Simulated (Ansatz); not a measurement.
**Zn₈O₇ (cell charge +2, with a compensating background) (cell with a defect): density, localisation and related maps**

```xyz
15
Lattice="0.0000 0.0000 5.2932 6.5588 0.0000 0.0000 -3.2794 5.6801 0.0000" Properties=species:S:1:pos:R:3 pbc="T T T"
Zn    1.6397    0.9467    2.2130
Zn    0.0408    3.8102    2.6670
Zn    4.9191    0.8996    2.6670
Zn    3.2386    3.8102    2.6670
Zn   -0.2420    2.0331    0.1006
Zn   -1.6397    4.4539    0.1006
Zn    3.5214    2.0331    0.1006
Zn    1.6397    4.7334    0.0615
O     0.0180    3.7971    4.6544
O     4.9191    0.9259    4.6544
O     3.2615    3.7971    4.6544
O    -0.0079    1.8979    2.0192
O    -1.6397    4.7242    2.0192
O     3.2873    1.8979    2.0192
O     1.6397    4.7334    2.0230
```

All numbers below come from DFT PBE, scalar-relativistic, plane waves, PAW (Ansatz).

Core electrons are frozen (PAW), and the valence fields are smoothed inside the atomic spheres.

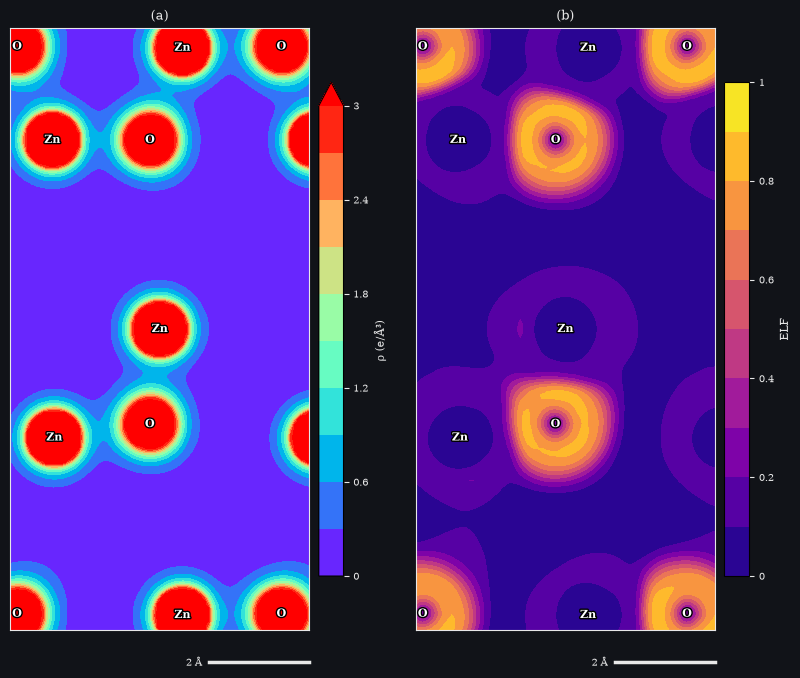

Figure 1. (a) valence charge density (pseudo); (b) electron localisation function on the (011) plane of the calculation cell.

### What does the map show?

- The section cuts through Zn and O sites.
- Zn–O (1.91 Å): ρ at the midpoint is about 0.69 e/Å³; the ELF peaks at about 0.85 in the valence shell of O, 0.6 Å from its nucleus, and is about 0.30 at the midpoint (no localised pair shows between them).
- Zn–O (1.96 Å): the density is about 0.62 e/Å³ at the midpoint; the ELF peaks at about 0.85 in the valence shell of O, 0.6 Å from its nucleus, and is about 0.25 at the midpoint (no shared electron pair shows on this line).
- Zn–O (1.99 Å): ρ is about 0.56 e/Å³ halfway; the ELF peaks at about 0.85 in the valence shell of O, 0.6 Å from its nucleus, and is about 0.25 at the midpoint: no shared electron pair shows on this line.
- The density dies away to nearly zero in the voids.

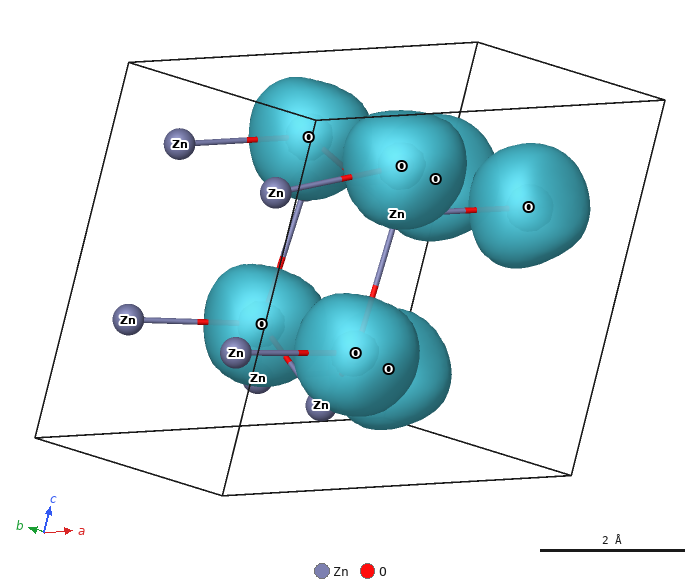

Figure 2. Isosurface of the ELF at 0.65 (cyan), seen slightly off an axis. Only the valence region is drawn (cores and ρ < 0.01 e/Å³ removed). Sticks mark near contacts.

### What do the ELF domains correspond to?

At this value the surface marks out seven regions wrapped around O (the valence shell of each), counted in one cell of 15 atoms. Regions shared between cells count once.
